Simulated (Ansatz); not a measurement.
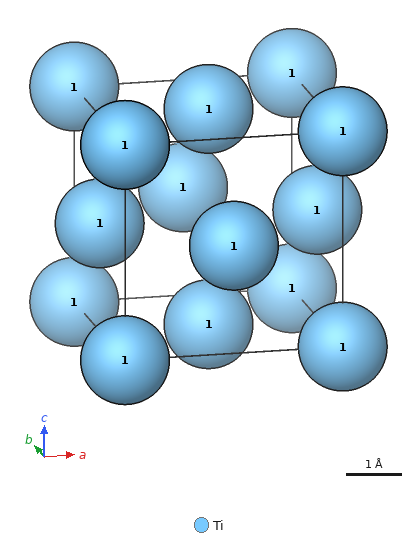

The starting structure (spheres-only view of the cell 4 times as large as that of the calculation, set on its symmetry axes, seen slightly off an axis; atoms are numbered from 1 in the order of the input).

Geometry relaxation of Ti

The run: geometry relaxation of Ti (Fm-3m, 1 atom in the cell). Method and program: DFT, PBE, PAW with Ansatz's default frozen-core files, scalar-relativistic, no spin polarisation (Ansatz 0.2.0).

The structure was built on a prototype by a generator; it need not be a known phase. It belongs to a series of runs on one base structure; here: cell relaxed at zero pressure. Figures and captions count atoms from 1; the log counts them from 0 in places.

Log
```
Engine: ansatz 0.2.0, x86_64-unknown-linux-gnu
Pseudopotentials: kind: paw
Pseudopotential: Ti, paw, valence charge 12, recommended cutoff 420 eV (normal), Ti.paw.azcp
Functional definition: PBE
  parameter kappa = 0.804
  parameter beta = 0.06672455060314922
  exchange = pbe_x(kappa = kappa, mu = beta*pi^2/3)
  correlation = pbe_c(beta = beta)
Crystal: 1 atoms, lattice volume = 17.397 Å³
Basis set: ecut = 420 eV, 331 PW (Γ), exchange–correlation on 40×40×40 points (8 copies of the dense FFT grid, shifted against one another)
Bands: 10, of which v1, the nominal top of the filled ones, is band 6 counted from 1 (5 counted from 0)
Symmetry: 48 space group operations
Space group: Fm-3m (ITA 225), of the structure as read, at distance tolerance 2.6e-5 Å
k-points: 165 of 4913
Non-local potential: Ti, projectors of the file, l = 0: 3, l = 1: 2, l = 2: 3, l = 3: 1
PAW form: soft (Blöchl's): semilocal exchange-correlation on the pseudo side does not see the compensation charge
PAW one-centre angular grid: Ti, 590 points (default); XC on 64 Gauss nodes
Initial density: superposition of atomic densities (neutral atoms: chi_scale 0, normalization atom), corrected by the library's trained network
Initial wavefunctions: pseudopotential atomic-orbital guess
Functional: x = pbe(κ = 0.804, μ = 0.2195149727645171), c = pbe(β = 0.06672455060314922)
SCF iter   1: F=—  HF=-2499.615793 eV  |F-HF|=—  |Δ(HF+E_count)|=         —  Δρ=2.30e-3  dr2=3.17e-4  ethr=1.77e-3  ⟨swp⟩=4.3  Hψ=8647  notcnv=0
preconditioner: auto → none  [metal: Δε(μ)=0.021 eV  Ē_g=4.118 eV  σ=0.050 eV  W_gap=0.11  n_scr=0 (ndim 8)  ℏωp=17.8 eV  f_vac=0.000  D(μ)=1.73/eV (n_scr^D=14)]
SCF iter   2: F=—  HF=-2499.615781 eV  |F-HF|=—  |Δ(HF+E_count)|=   1.28e-5  Δρ=1.11e-3  dr2=4.95e-5  ethr=2.64e-6  ⟨swp⟩=1.9  Hψ=3320  notcnv=0
SCF iter   3: F=—  HF=-2499.615882 eV  |F-HF|=—  |Δ(HF+E_count)|=   1.01e-4  Δρ=3.24e-4  dr2=9.29e-6  ethr=4.12e-7  ⟨swp⟩=2.3  Hψ=2183  notcnv=0
SCF iter   4: F=—  HF=-2499.615886 eV  |F-HF|=—  |Δ(HF+E_count)|=   4.37e-6  Δρ=4.91e-5  dr2=3.79e-7  ethr=7.75e-8  ⟨swp⟩=2.7  Hψ=2665  notcnv=0
iter 5 did not close the SCF: its close was put off for the readings that it lacked (scf_convergence_deferred on its scf_iter line)
SCF iter   5: F=-2499.615886 eV  HF=-2499.615886 eV  |F-HF|=6.67e-9  |Δ(HF+E_count)|=   7.15e-8  Δρ=8.33e-6  dr2=9.69e-9  ethr=3.16e-9  ⟨swp⟩=2.9  Hψ=2716  notcnv=0
SCF iter   6: F=-2499.615886 eV  HF=-2499.615886 eV  |F-HF|=1.76e-9  |Δ(HF+E_count)|=  7.35e-10  Δρ=3.54e-6  dr2=2.27e-9  ethr=8.08e-11  ⟨swp⟩=2.0  Hψ=4998  notcnv=0
SCF 1 converged in 6 iterations: F = -2499.615886 eV  dr2 = 2.27e-9
  greatest PAW one-centre occupation: 0.999 electrons in one spin orbital (limit 2), on the Ti atom at site 0 (counted from 0), in its partial waves of l = 0
relax step   1: F+E_penalty+E_count = -2499.61588636 eV  Δ(F+E_penalty+E_count) = +0.000e0 eV  max|allowed force component| = 0.000e0 eV/Å  Δτ_max = 0.0000 Å  P = -0.060 GPa  Ω = 17.397 Å³  (6 SCF iters, dr2 threshold 1.00e-7 eV, accepted)
Crystal: 1 atoms, lattice volume = 17.378 Å³
Initial density: handed on by an earlier stage of this run
Initial wavefunctions: those handed on with the density
iter 1 solved again at ethr=1.31e-9 eV; its pass at ethr=3.10e-3 eV (dr2=1.57e-7 eV) is discarded
SCF iter   1: F=—  HF=-2499.615885 eV  |F-HF|=—  |Δ(HF+E_count)|=         —  Δρ=3.30e-5  dr2=2.05e-7  ethr=1.31e-9  ⟨swp⟩=2.0  Hψ=10684  notcnv=0
preconditioner: auto → none  [metal: Δε(μ)=0.019 eV  Ē_g=4.117 eV  σ=0.050 eV  W_gap=0.10  n_scr=0 (ndim 8)  ℏωp=17.8 eV  f_vac=0.000  D(μ)=1.74/eV (n_scr^D=14)]
SCF iter   2: F=—  HF=-2499.615888 eV  |F-HF|=—  |Δ(HF+E_count)|=   3.06e-6  Δρ=1.89e-5  dr2=3.42e-8  ethr=1.31e-9  ⟨swp⟩=2.4  Hψ=2601  notcnv=0
SCF iter   3: F=-2499.615888 eV  HF=-2499.615888 eV  |F-HF|=6.95e-9  |Δ(HF+E_count)|=   2.26e-9  Δρ=6.49e-6  dr2=2.68e-9  ethr=7.57e-11  ⟨swp⟩=3.9  Hψ=4662  notcnv=0
SCF 2 converged in 3 iterations: F = -2499.615888 eV  dr2 = 2.68e-9
relax step   2: F+E_penalty+E_count = -2499.61588833 eV  Δ(F+E_penalty+E_count) = -1.970e-6 eV  max|allowed force component| = 0.000e0 eV/Å  Δτ_max = 0.0000 Å  P = +0.056 GPa  Ω = 17.378 Å³  energy of the carried Pulay correction = +1.680e-6 eV  (3 SCF iters, dr2 threshold 9.09e-9 eV, accepted)
Crystal: 1 atoms, lattice volume = 17.387 Å³
iter 1 solved again at ethr=1.86e-10 eV; its pass at ethr=3.10e-3 eV (dr2=2.23e-8 eV) is discarded
SCF iter   1: F=—  HF=-2499.615886 eV  |F-HF|=—  |Δ(HF+E_count)|=         —  Δρ=1.33e-5  dr2=3.40e-8  ethr=1.86e-10  ⟨swp⟩=2.0  Hψ=10705  notcnv=0
preconditioner: auto → none  [metal: Δε(μ)=0.019 eV  Ē_g=4.115 eV  σ=0.050 eV  W_gap=0.10  n_scr=0 (ndim 8)  ℏωp=17.8 eV  f_vac=0.000  D(μ)=1.74/eV (n_scr^D=14)]
SCF iter   2: F=-2499.615889 eV  HF=-2499.615889 eV  |F-HF|=3.02e-9  |Δ(HF+E_count)|=   3.07e-6  Δρ=5.58e-6  dr2=3.73e-9  ethr=6.49e-11  ⟨swp⟩=2.8  Hψ=5920  notcnv=0
SCF 3 converged in 2 iterations: F = -2499.615889 eV  dr2 = 3.73e-9
relax step   3: F+E_penalty+E_count = -2499.61588908 eV  Δ(F+E_penalty+E_count) = -7.518e-7 eV  max|allowed force component| = 0.000e0 eV/Å  Δτ_max = 0.0000 Å  P = -0.000 GPa  Ω = 17.387 Å³  energy of the carried Pulay correction = +8.727e-7 eV  (2 SCF iters, dr2 threshold 7.78e-9 eV, accepted)
Initial wavefunctions: pseudopotential atomic-orbital guess (no wavefunctions were taken with the density)
iter 1 solved again at ethr=4.55e-8 eV; its pass at ethr=3.10e-3 eV (dr2=5.46e-6 eV) is discarded
SCF iter   1: F=—  HF=-2499.615883 eV  |F-HF|=—  |Δ(HF+E_count)|=         —  Δρ=5.13e-6  dr2=3.16e-9  ethr=4.55e-8  ⟨swp⟩=2.0  Hψ=12333  notcnv=0
preconditioner: auto → none  [metal: Δε(μ)=0.020 eV  Ē_g=4.115 eV  σ=0.050 eV  W_gap=0.10  n_scr=0 (ndim 8)  ℏωp=17.8 eV  f_vac=0.000  D(μ)=1.74/eV (n_scr^D=14)]
SCF iter   2: F=—  HF=-2499.615888 eV  |F-HF|=—  |Δ(HF+E_count)|=   4.66e-6  Δρ=1.11e-6  dr2=2.02e-10  ethr=2.64e-11  ⟨swp⟩=2.0  Hψ=2677  notcnv=0
SCF iter   3: F=—  HF=-2499.615888 eV  |F-HF|=—  |Δ(HF+E_count)|=  4.55e-13  Δρ=5.77e-7  dr2=2.16e-11  ethr=1.69e-12  ⟨swp⟩=2.9  Hψ=2752  notcnv=0
SCF iter   4: F=-2499.615888 eV  HF=-2499.615888 eV  |F-HF|=3.18e-12  |Δ(HF+E_count)|=  3.37e-11  Δρ=1.56e-7  dr2=1.42e-12  ethr=1.00e-12  ⟨swp⟩=4.6  Hψ=5498  notcnv=0
SCF 4 converged in 4 iterations: F = -2499.615888 eV  dr2 = 1.42e-12
relax step   4: F+E_penalty+E_count = -2499.61588798 eV  Δ(F+E_penalty+E_count) = +1.103e-6 eV  max|allowed force component| = 0.000e0 eV/Å  Δτ_max = 0.0000 Å  P = -0.000 GPa  Ω = 17.387 Å³  stress off target by 5.62e-5 GPa  SCF on the basis re-selected at this cell (its energy is not comparable with the rows above)  (4 SCF iters)
```

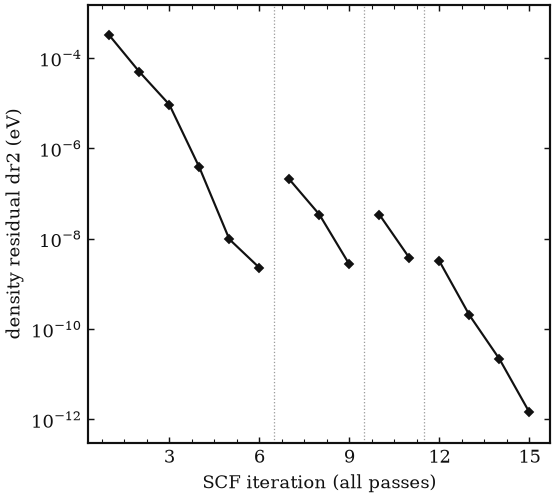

Convergence of the self-consistent field: density residual dr2 against the SCF iteration. The dotted lines part the SCF passes of the relaxation: geometry steps, rejected trials and re-solves on a re-selected basis. The passes take 6, 3, 2 and 4 iterations.

```
basis re-selected at this cell: Δ(F+E_penalty+E_count) = +1.103e-6 eV, ΔP = +0.000 GPa vs the last step (what re-selecting the basis moved, of the pressure what is left beyond the Pulay correction that the steps carried, after the strain that the cell walked since its last selection, with what the two solves' SCF thresholds leave and, on support functions, any second-order correction that the steps lacked; it is no measure of the basis error at this ecutwfc). This SCF's stress stands 5.62e-5 GPa from its target on what of the cell is left free (relax.cell.stress_tol is 5.00e-2 GPa) and its largest allowed force component is 0.00e0 eV/Å (relax.f_tol is 5.00e-3 eV/Å): within both
SCF converged after 4 iterations
Free energy (F): -2499.615888 eV
Harris-Foulkes:  -2499.615888 eV  (|F-HF|=3.18e-12)
Internal energy: -2499.601628 eV  (E = F + TS)
E sigma→0 (E₀):  -2499.608758 eV
Entropy (-TS):   -0.014260 eV (-14.260 meV/atom)
Fermi energy:    13.247435 eV
--- Per-component energies (eV) ---
  E_band       = -157.367083
  E_kinetic    = 272.472588
  E_local      = -813.404675  (includes V_loc(G=0)·N_el)
  E_nonlocal   = 8.135690
  E_hartree    = 334.129703
  E_xc         = -97.436528
  E_vxc        = -121.897131  (∫ρ·V_xc dr)
  E_paw        = -1047.615642  (= ΣΔE_a)
  E_vpaw       = -170.933088  (= ΣTr[D̂ρ^β])
  E_aug_tail   = 0.000104  (compensation charges beyond the density's cutoff)
  E_ewald      = -1155.882869
  E_smearing   = -0.014260  (= −TS)
  E_closure    = 0.000000  (closes the sum)
  Σ components = -2499.615888   (vs F -2499.615888, Δ=0.00e0)
--- Forces (eV/Å), atoms counted from 1 ---
  atom   1  Ti    -0.00000000     0.00000000    -0.00000000
  max |Σ_I F_I| component: 1.97e-31 eV/Å
--- Stress (GPa, compression-positive) ---
       -0.000056       0.000000      -0.000000
        0.000000      -0.000056      -0.000000
       -0.000000      -0.000000      -0.000056
  P = ⅓ Tr σ = -0.0001 GPa (-0.001 kbar)
--- Relaxed structure (3 steps of the walk, 3 accepted, 1 SCFs on fresh bases) ---
  F+E_penalty+E_count = -2499.61588798 eV   max|allowed force component| = 0.000e0 eV/Å   (the final SCF, on the basis selected at the relaxed cell)
  cell:  # Å, volume = 17.3872 Å³
    - [5.09537203289559e-35, 2.0562066003622514, 2.0562066003622514]
    - [2.0562066003622514, -1.3932657902448833e-36, 2.0562066003622514]
    - [2.0562066003622514, 2.0562066003622514, -1.542544267771126e-34]
  atoms:
    - { symbol: Ti, position: [0.0, 0.0, 0.0] }
```

Trajectory as extended XYZ (Å, eV, eV/Å), 4 frames, from step=1 to step=4
```
1
Lattice="0.0000 2.0566 2.0566 2.0566 0.0000 2.0566 2.0566 2.0566 0.0000" Properties=species:S:1:pos:R:3:forces:R:3 step=1 energy=-2499.61589 pressure_GPa=-0.06
Ti    0.0000    0.0000    0.0000    0.0000   0.0000   0.0000
1
Lattice="0.0000 2.0558 2.0558 2.0558 0.0000 2.0558 2.0558 2.0558 0.0000" Properties=species:S:1:pos:R:3:forces:R:3 step=2 energy=-2499.61589 pressure_GPa=0.06
Ti    0.0000    0.0000    0.0000    0.0000   0.0000   0.0000
1
Lattice="0.0000 2.0562 2.0562 2.0562 0.0000 2.0562 2.0562 2.0562 0.0000" Properties=species:S:1:pos:R:3:forces:R:3 step=3 energy=-2499.61589 pressure_GPa=-0.00
Ti    0.0000    0.0000    0.0000    0.0000   0.0000   0.0000
1
Lattice="0.0000 2.0562 2.0562 2.0562 0.0000 2.0562 2.0562 2.0562 0.0000" Properties=species:S:1:pos:R:3:forces:R:3 step=4 energy=-2499.61589 pressure_GPa=-0.00
Ti    0.0000    0.0000    0.0000    0.0000   0.0000   0.0000
```

This output came from the following input.

Input file
```yaml
crystal:
  lattice:
    - [0.0, 2.0565919077, 2.0565919077]
    - [2.0565919077, 0.0, 2.0565919077]
    - [2.0565919077, 2.0565919077, 0.0]
  atoms:
    - { symbol: Ti, position: [0.0, 0.0, 0.0] }
kpoints:
  mp_grid: { grid: [17, 17, 17] }
scf:
  occupations: { method: fermi_dirac, width: 0.05 }
hamiltonian:
  xc: pbe
  pseudopotentials: { kind: paw }
output:
  forces: true
  stress: true
relax:
  f_tol: 0.005
  max_steps: 40
  cell: {}
```

Command:
```bash
ansatz run input.yaml --threads 1 --pin off --max-ram 3584MiB --backend cpu --events-out ev --progress --plain --runs-dir out
```

Summary

- outcome: converged
- space group (tolerance 0.01 Å): Fm-3m (225)
- electrons treated: 12
- free energy: −2499.6159 eV
- Fermi energy: 13.247 eV
- pressure: 0.00 GPa
- final volume: 17.39 Å³
- largest force (length of the vector) at the end: under 0.001 eV/Å
- final cell: a = 2.908 Å, b = 2.908 Å, c = 2.908 Å, α = 60.00°, β = 60.00°, γ = 60.00°
- hardware: 1 thread of Intel Xeon (Granite Rapids), 32 GiB of memory available, shared host
- wall time: 2.4 s
- peak memory: 0.36 GiB
